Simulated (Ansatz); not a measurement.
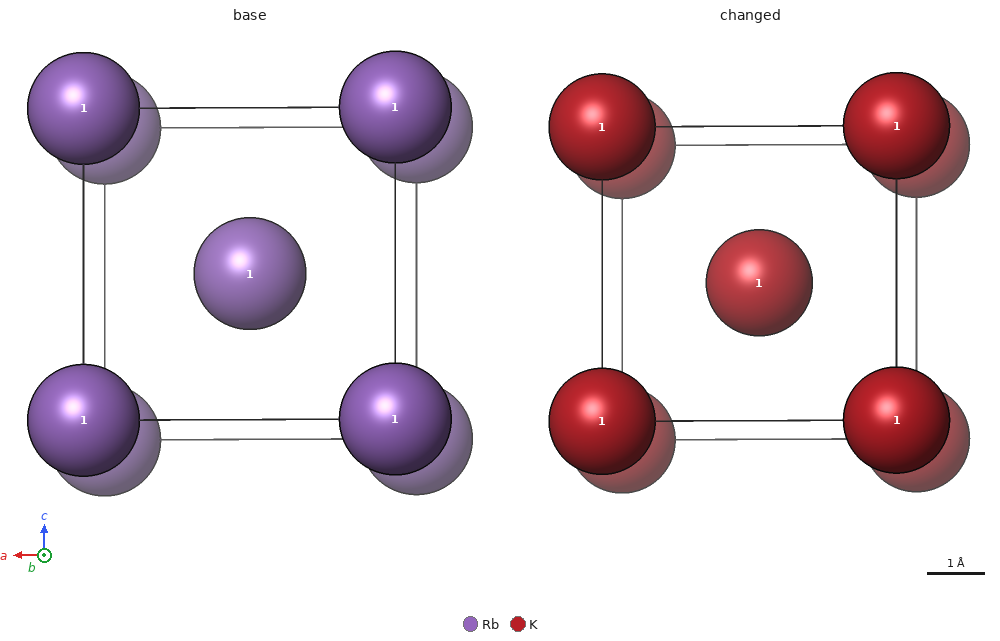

Left: solid Rb (set up in Im-3m). Right: the same structure after one change, at the same scale. The picture is a spheres-only view of the conventional cell (2 times the calculation's cell), seen from a free direction. Lengths and directions refer to the drawn axes.

Level of theory: Ansatz, DFT PBEsol, scalar-relativistic, plane waves, PAW. Settings: plane-wave cutoff 420 eV; occupations gaussian; smearing width 0.1 eV; no spin polarisation. The k-mesh is chosen for each cell (10×10×10, 12×12×12).

Q: What was changed?

A: Every rubidium atom is replaced by potassium, which gives K. Cell and atoms are relaxed again (to zero pressure within 0.1 GPa, forces under 0.01 eV/Å).

Q: What does the change do?

A: The volume per atom goes from 86.49 to 72.78 Å³. The drawn cell changes as follows: a = b = c 5.572 → 5.260 Å (−5.6 %); the volume changes by −15.9 %. The space group stays Im-3m (No. 229).
